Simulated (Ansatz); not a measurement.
**Nudged elastic band of Sr₈Ti₈O₂₃ (charge +2) (part 3 of 3)**

The same run, continued: Sr₈Ti₈O₂₃ (defect cell, 39 atoms in the cell, total charge +2); DFT PBEsol, scalar-relativistic, plane waves, PAW, no spin polarisation (Ansatz 0.2.0); cutoff 420 eV, 2×2×2 k-mesh, Gaussian smearing of 0.02 eV. The structure derives from a Materials Project entry. It belongs to a series of runs on one base structure; here: climbing-image band for the jump of O by 2.47 A.

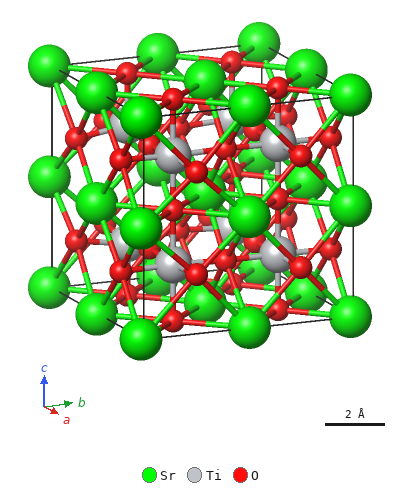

**Figure 1.** The input geometry (ball-and-stick view of the cell of the calculation, seen slightly off an axis).

## Output, continued
```
--- NEB band (7 images, 13 band iterations, 459 SCF iterations) ---
  forward barrier  = 0.527492 eV
  backward barrier = 0.527492 eV
  lagrangian_above_aufbau_ev (what the smearing adds, to first order; not taken off the barriers): saddle image +0.000000 eV, end points +0.000000 and +0.000000 eV
  climbing image's point = of an order that was not read
  energies are F+E_penalty+E_count in eV, relative to image 0
  image     s (Å)  Δ vs image 0  max|band force component| (eV/Å)
      0    0.0000      0.000000                                 —
      1    0.5121      0.084310                          3.848e-2
      2    1.0239      0.373541                          4.412e-2
  *   3    1.5356      0.527492                          3.032e-2
      4    2.0473      0.373541                          4.412e-2
      5    2.5591      0.084309                          3.848e-2
      6    3.0712      0.000000                                 —
  climbing-image geometry (image 3):
  cell:  # Å, volume = 471.3197 Å³
    - [0.0, -7.7822504618, 0.0]
    - [0.0, 0.0, -7.7822504618]
    - [7.7822504618, 0.0, 0.0]
  atoms:
    - { symbol: Sr, position: [-0.006874473497529512, -0.01234433515757857, 0.506874476651407] }
    - { symbol: Sr, position: [-0.006874477611022595, 0.5123443340905403, 0.5068744763234477] }
    - { symbol: Sr, position: [0.5058171698209504, -0.012047851701368859, 0.5056032911411465] }
    - { symbol: Sr, position: [0.5058171721005303, 0.5120478506909342, 0.505603291056492] }
    - { symbol: Sr, position: [-0.005603282422797071, -0.012047855675701208, -0.005817175473536303] }
    - { symbol: Sr, position: [-0.005603283087593634, 0.5120478524083005, -0.0058171717398810135] }
    - { symbol: Sr, position: [0.5053013915334189, -0.012194790014365377, -0.005301410822255878] }
    - { symbol: Sr, position: [0.5053013935868105, 0.5121947883084939, -0.005301410057952643] }
    - { symbol: Ti, position: [0.25977334234801097, 0.2499999993255666, 0.24022665856632644] }
    - { symbol: Ti, position: [0.25107640091529276, 0.7499999964171075, 0.24892359052942517] }
    - { symbol: Ti, position: [0.7313985917853695, 0.2500000061662683, 0.2598225934754909] }
    - { symbol: Ti, position: [0.7532951860713502, 0.7499999966089038, 0.24990594264006147] }
    - { symbol: Ti, position: [0.24017741306429125, 0.24999999450841384, 0.7686014106801689] }
    - { symbol: Ti, position: [0.25009406219084435, 0.7500000019684233, 0.7467048181337484] }
    - { symbol: Ti, position: [0.7482613506109795, 0.24999999880150148, 0.7517386461632715] }
    - { symbol: Ti, position: [0.7497304454981802, 0.7500000009634449, 0.7502695469709346] }
    - { symbol: O, position: [0.10112872670343417, 0.2500000008055258, 0.39887129986321684] }
    - { symbol: O, position: [0.006467203357659271, 0.7500000009620249, 0.2453429518502528] }
    - { symbol: O, position: [0.4983982036173324, 0.2500000032896834, 0.2815849437368165] }
    - { symbol: O, position: [0.5105532529512784, 0.7499999995828791, 0.24677863466050387] }
    - { symbol: O, position: [-0.003447099758843884, 0.25000000100415565, 0.7485308651570217] }
    - { symbol: O, position: [0.00017775239906251514, 0.7499999999900365, 0.7506029017980198] }
    - { symbol: O, position: [0.4906155221820434, 0.250000001365141, 0.7479300306821112] }
    - { symbol: O, position: [0.49956985607271737, 0.7500000004909376, 0.7488246860986771] }
    - { symbol: O, position: [0.26482768032999027, 0.49992280258080335, 0.23517231424567347] }
    - { symbol: O, position: [0.264827681867264, 1.0000771983473098, 0.2351723171754674] }
    - { symbol: O, position: [0.7700933356355507, 0.49353082914102436, 0.25188174675056285] }
    - { symbol: O, position: [0.7700933369911191, 1.0064691738962395, 0.2518817448638974] }
    - { symbol: O, position: [0.24811825093626894, 0.4935308289263782, 0.7299066634157219] }
    - { symbol: O, position: [0.24811825073186441, 1.0064691705212043, 0.7299066617028774] }
    - { symbol: O, position: [0.746982322062367, 0.5007443266186712, 0.7530176762247944] }
    - { symbol: O, position: [0.7469823220605266, 0.9992556741620111, 0.7530176761065805] }
    - { symbol: O, position: [0.21841506262161434, 0.2499999978397522, 0.0016018053405888028] }
    - { symbol: O, position: [0.25322136464724965, 0.7500000012568514, -0.010553250447345931] }
    - { symbol: O, position: [0.7520699764702943, 0.25000000047743437, 0.009384489381729645] }
    - { symbol: O, position: [0.7511753128965701, 0.7500000000922886, 0.0004301501979658269] }
    - { symbol: O, position: [0.25465704795812993, 0.7499999990823446, 0.4935327870362654] }
    - { symbol: O, position: [0.75146913783972, 0.25000000112878235, 0.5034470900983038] }
    - { symbol: O, position: [0.7493970965197017, 0.750000000729637, 0.49982223982200297] }
```

## The last band as extended XYZ (Å, eV, eV/Å)
```
39
Lattice="0.0000 -7.7823 0.0000 0.0000 0.0000 -7.7823 7.7823 0.0000 0.0000" Properties=species:S:1:pos:R:3:forces:R:3 image=0 energy=-60718.47680
Sr    3.8911    0.0669    0.0669    0.0000  -0.0018  -0.0018
Sr    3.8911    0.0669   -3.9580    0.0000  -0.0018   0.0018
Sr    3.8911   -3.9580    0.0669    0.0000   0.0018  -0.0018
Sr    3.8911   -3.9580   -3.9580    0.0000   0.0018   0.0018
Sr    0.0000    0.0683    0.0683    0.0000  -0.0047  -0.0047
Sr    0.0000    0.0683   -3.9594    0.0000  -0.0047   0.0047
Sr    0.0000   -3.9594    0.0683    0.0000   0.0047  -0.0047
Sr    0.0000   -3.9594   -3.9594    0.0000   0.0047   0.0047
Ti    1.8179   -1.9456   -1.9456   -0.0003   0.0000   0.0000
Ti    1.9758   -1.9456   -5.8367   -0.0003   0.0000   0.0000
Ti    1.9758   -5.8367   -1.9456   -0.0003   0.0000   0.0000
Ti    1.9423   -5.8367   -5.8367    0.0030   0.0000   0.0000
Ti    5.9644   -1.9456   -1.9456    0.0003   0.0000   0.0000
Ti    5.8065   -1.9456   -5.8367    0.0003   0.0000   0.0000
Ti    5.8065   -5.8367   -1.9456    0.0003   0.0000   0.0000
Ti    5.8399   -5.8367   -5.8367   -0.0030   0.0000   0.0000
O     2.0916   -0.0528   -1.9456    0.0014   0.0115   0.0000
O     1.9314   -0.0036   -5.8367   -0.0026   0.0076   0.0000
O     2.0916   -3.8383   -1.9456    0.0014  -0.0115   0.0000
O     1.9314   -3.8875   -5.8367   -0.0026  -0.0076   0.0000
O     5.6907   -0.0528   -1.9456   -0.0014   0.0116   0.0000
O     5.8509   -0.0036   -5.8367    0.0026   0.0076   0.0000
O     5.6907   -3.8383   -1.9456   -0.0014  -0.0116   0.0000
O     5.8509   -3.8875   -5.8367    0.0026  -0.0076   0.0000
O     2.0916   -1.9456   -3.8383    0.0014   0.0000  -0.0115
O     2.0916   -1.9456   -7.8351    0.0014   0.0000   0.0115
O     1.9314   -5.8367   -3.8875   -0.0026   0.0000  -0.0076
O     1.9314   -5.8367   -7.7859   -0.0026   0.0000   0.0076
O     5.6907   -1.9456   -3.8383   -0.0014   0.0000  -0.0116
O     5.6907   -1.9456   -7.8351   -0.0014   0.0000   0.0116
O     5.8509   -5.8367   -3.8875    0.0026   0.0000  -0.0076
O     5.8509   -5.8367   -7.7859    0.0026   0.0000   0.0076
O     0.0000   -1.9456   -1.9456    0.0000   0.0000   0.0000
O     0.0000   -1.9456   -5.8367    0.0000   0.0000   0.0000
O     0.0000   -5.8367   -1.9456    0.0000   0.0000   0.0000
O     0.0000   -5.8367   -5.8367    0.0000   0.0000   0.0000
O     3.8911   -1.9456   -5.8367    0.0000   0.0000   0.0000
O     3.8911   -5.8367   -1.9456    0.0000   0.0000   0.0000
O     3.8911   -5.8367   -5.8367    0.0000   0.0000   0.0000
39
Lattice="0.0000 -7.7823 0.0000 0.0000 0.0000 -7.7823 7.7823 0.0000 0.0000" Properties=species:S:1:pos:R:3:forces:R:3 image=6 energy=-60718.47680
Sr    3.9580    0.0000    0.0669   -0.0018   0.0000  -0.0018
Sr    3.9580    0.0000   -3.9580   -0.0018   0.0000   0.0018
Sr    3.9594   -3.8911    0.0683   -0.0047   0.0000  -0.0047
Sr    3.9594   -3.8911   -3.9594   -0.0047   0.0000   0.0047
Sr   -0.0669    0.0000    0.0669    0.0018   0.0000  -0.0018
Sr   -0.0669    0.0000   -3.9580    0.0018   0.0000   0.0018
Sr   -0.0683   -3.8911    0.0683    0.0047   0.0000  -0.0047
Sr   -0.0683   -3.8911   -3.9594    0.0047   0.0000   0.0047
Ti    1.9456   -2.0732   -1.9456    0.0000  -0.0004   0.0000
Ti    1.9456   -1.9153   -5.8367    0.0000  -0.0003   0.0000
Ti    1.9456   -5.7090   -1.9456    0.0000   0.0004   0.0000
Ti    1.9456   -5.8669   -5.8367    0.0000   0.0003   0.0000
Ti    5.8367   -1.9153   -1.9456    0.0000  -0.0003   0.0000
Ti    5.8367   -1.9488   -5.8367    0.0000   0.0030   0.0000
Ti    5.8367   -5.8669   -1.9456    0.0000   0.0003   0.0000
Ti    5.8367   -5.8334   -5.8367    0.0000  -0.0030   0.0000
O     3.8383   -1.7996   -1.9456    0.0116   0.0014   0.0000
O     1.9456    0.0000   -5.8367    0.0000   0.0000   0.0000
O     1.9456   -3.8911   -1.9456    0.0000   0.0000   0.0000
O     1.9456   -3.8911   -5.8367    0.0000   0.0000   0.0000
O     5.8367    0.0000   -1.9456    0.0000   0.0000   0.0000
O     5.8367    0.0000   -5.8367    0.0000   0.0000   0.0000
O     5.8367   -3.8911   -1.9456    0.0000   0.0000   0.0000
O     5.8367   -3.8911   -5.8367    0.0000   0.0000   0.0000
O     1.9456   -1.7996   -3.8383    0.0000   0.0014  -0.0116
O     1.9456   -1.7996   -7.8351    0.0000   0.0014   0.0116
O     1.9456   -5.9827   -3.8383    0.0000  -0.0014  -0.0116
O     1.9456   -5.9827   -7.8351    0.0000  -0.0014   0.0116
O     5.8367   -1.9598   -3.8875    0.0000  -0.0026  -0.0076
O     5.8367   -1.9598   -7.7859    0.0000  -0.0026   0.0076
O     5.8367   -5.8225   -3.8875    0.0000   0.0026  -0.0076
O     5.8367   -5.8225   -7.7859    0.0000   0.0026   0.0076
O     0.0528   -1.7996   -1.9456   -0.0116   0.0014   0.0000
O     0.0036   -1.9598   -5.8367   -0.0076  -0.0026   0.0000
O     0.0528   -5.9827   -1.9456   -0.0116  -0.0014   0.0000
O     0.0036   -5.8225   -5.8367   -0.0076   0.0026   0.0000
O     3.8875   -1.9598   -5.8367    0.0076  -0.0026   0.0000
O     3.8383   -5.9827   -1.9456    0.0116  -0.0014   0.0000
O     3.8875   -5.8225   -5.8367    0.0076   0.0026   0.0000
```

The run was set up as follows.

## Input file
```yaml
crystal:
  lattice:
    - [0.0, -7.7822504618, 0.0]
    - [0.0, 0.0, -7.7822504618]
    - [7.7822504618, 0.0, 0.0]
  atoms:
    - { symbol: Sr, position: [-0.0085981713, -0.0085981713, 0.5] }
    - { symbol: Sr, position: [-0.0085981713, 0.5085981713, 0.5] }
    - { symbol: Sr, position: [0.5085981713, -0.0085981713, 0.5] }
    - { symbol: Sr, position: [0.5085981713, 0.5085981713, 0.5] }
    - { symbol: Sr, position: [-0.008777041, -0.008777041, 0.0] }
    - { symbol: Sr, position: [-0.008777041, 0.508777041, 0.0] }
    - { symbol: Sr, position: [0.508777041, -0.008777041, 0.0] }
    - { symbol: Sr, position: [0.508777041, 0.508777041, 0.0] }
    - { symbol: Ti, position: [0.25, 0.25, 0.2335948372] }
    - { symbol: Ti, position: [0.25, 0.75, 0.2538833179] }
    - { symbol: Ti, position: [0.75, 0.25, 0.2538833179] }
    - { symbol: Ti, position: [0.75, 0.75, 0.2495812403] }
    - { symbol: Ti, position: [0.25, 0.25, 0.7664051628] }
    - { symbol: Ti, position: [0.25, 0.75, 0.7461166821] }
    - { symbol: Ti, position: [0.75, 0.25, 0.7461166821] }
    - { symbol: Ti, position: [0.75, 0.75, 0.7504187597] }
    - { symbol: O, position: [0.0067867386, 0.25, 0.2687620682] }
    - { symbol: O, position: [0.0004634819, 0.75, 0.2481769153] }
    - { symbol: O, position: [0.4932132614, 0.25, 0.2687620682] }
    - { symbol: O, position: [0.4995365181, 0.75, 0.2481769153] }
    - { symbol: O, position: [0.0067867386, 0.25, 0.7312379318] }
    - { symbol: O, position: [0.0004634819, 0.75, 0.7518230847] }
    - { symbol: O, position: [0.4932132614, 0.25, 0.7312379318] }
    - { symbol: O, position: [0.4995365181, 0.75, 0.7518230847] }
    - { symbol: O, position: [0.25, 0.4932132614, 0.2687620682] }
    - { symbol: O, position: [0.25, 1.0067867386, 0.2687620682] }
    - { symbol: O, position: [0.75, 0.4995365181, 0.2481769153] }
    - { symbol: O, position: [0.75, 1.0004634819, 0.2481769153] }
    - { symbol: O, position: [0.25, 0.4932132614, 0.7312379318] }
    - { symbol: O, position: [0.25, 1.0067867386, 0.7312379318] }
    - { symbol: O, position: [0.75, 0.4995365181, 0.7518230847] }
    - { symbol: O, position: [0.75, 1.0004634819, 0.7518230847] }
    - { symbol: O, position: [0.25, 0.25, 0.0] }
    - { symbol: O, position: [0.25, 0.75, 0.0] }
    - { symbol: O, position: [0.75, 0.25, 0.0] }
    - { symbol: O, position: [0.75, 0.75, 0.0] }
    - { symbol: O, position: [0.25, 0.75, 0.5] }
    - { symbol: O, position: [0.75, 0.25, 0.5] }
    - { symbol: O, position: [0.75, 0.75, 0.5] }
total_charge: 2
basis:
  ecutwfc: 420
  xc_grid: 2
kpoints:
  mp_grid: { grid: [2, 2, 2], shift: [0.5, 0.5, 0.5] }
hamiltonian:
  xc: pbesol
scf:
  occupations: { method: gaussian, width: 0.02 }
output:
  forces: true
neb:
  images: 5
  f_tol: 0.05
  max_iterations: 70
  order_check: false
  final_atoms:
    - { symbol: Sr, position: [0.0, -0.0085980162, 0.5085980162] }
    - { symbol: Sr, position: [0.0, 0.5085980162, 0.5085980162] }
    - { symbol: Sr, position: [0.5, -0.0087770485, 0.5087770485] }
    - { symbol: Sr, position: [0.5, 0.5087770485, 0.5087770485] }
    - { symbol: Sr, position: [0.0, -0.0085980162, -0.0085980162] }
    - { symbol: Sr, position: [0.0, 0.5085980162, -0.0085980162] }
    - { symbol: Sr, position: [0.5, -0.0087770485, -0.0087770485] }
    - { symbol: Sr, position: [0.5, 0.5087770485, -0.0087770485] }
    - { symbol: Ti, position: [0.2664049851, 0.25, 0.25] }
    - { symbol: Ti, position: [0.2461167155, 0.75, 0.25] }
    - { symbol: Ti, position: [0.7335950149, 0.25, 0.25] }
    - { symbol: Ti, position: [0.7538832845, 0.75, 0.25] }
    - { symbol: Ti, position: [0.2461167155, 0.25, 0.75] }
    - { symbol: Ti, position: [0.2504188371, 0.75, 0.75] }
    - { symbol: Ti, position: [0.7538832845, 0.25, 0.75] }
    - { symbol: Ti, position: [0.7495811629, 0.75, 0.75] }
    - { symbol: O, position: [0.231237846, 0.25, 0.4932132012] }
    - { symbol: O, position: [0.0, 0.75, 0.25] }
    - { symbol: O, position: [0.5, 0.25, 0.25] }
    - { symbol: O, position: [0.5, 0.75, 0.25] }
    - { symbol: O, position: [0.0, 0.25, 0.75] }
    - { symbol: O, position: [0.0, 0.75, 0.75] }
    - { symbol: O, position: [0.5, 0.25, 0.75] }
    - { symbol: O, position: [0.5, 0.75, 0.75] }
    - { symbol: O, position: [0.231237846, 0.4932132012, 0.25] }
    - { symbol: O, position: [0.231237846, 1.0067867988, 0.25] }
    - { symbol: O, position: [0.768762154, 0.4932132012, 0.25] }
    - { symbol: O, position: [0.768762154, 1.0067867988, 0.25] }
    - { symbol: O, position: [0.2518231705, 0.4995364721, 0.75] }
    - { symbol: O, position: [0.2518231705, 1.0004635279, 0.75] }
    - { symbol: O, position: [0.7481768295, 0.4995364721, 0.75] }
    - { symbol: O, position: [0.7481768295, 1.0004635279, 0.75] }
    - { symbol: O, position: [0.231237846, 0.25, 0.0067867988] }
    - { symbol: O, position: [0.2518231705, 0.75, 0.0004635279] }
    - { symbol: O, position: [0.768762154, 0.25, 0.0067867988] }
    - { symbol: O, position: [0.7481768295, 0.75, 0.0004635279] }
    - { symbol: O, position: [0.2518231705, 0.75, 0.4995364721] }
    - { symbol: O, position: [0.768762154, 0.25, 0.4932132012] }
    - { symbol: O, position: [0.7481768295, 0.75, 0.4995364721] }
```

Run as:
```bash
ansatz run input.yaml --threads 8 --pin off --max-ram 20480MiB --backend cpu --events-out ev --progress --plain --runs-dir out
```

## Results in brief

```tsv
quantity	value
outcome	converged
barrier, forward	0.527 eV
barrier, backward	0.527 eV
electrons treated	312
hardware	8 threads of Intel Xeon @ 2.70GHz, 189 GiB of memory available, shared host
wall time	12 min (CPU time 59 min)
peak memory	4.9 GiB
```

## Remarks

The order of the saddle point was not checked.
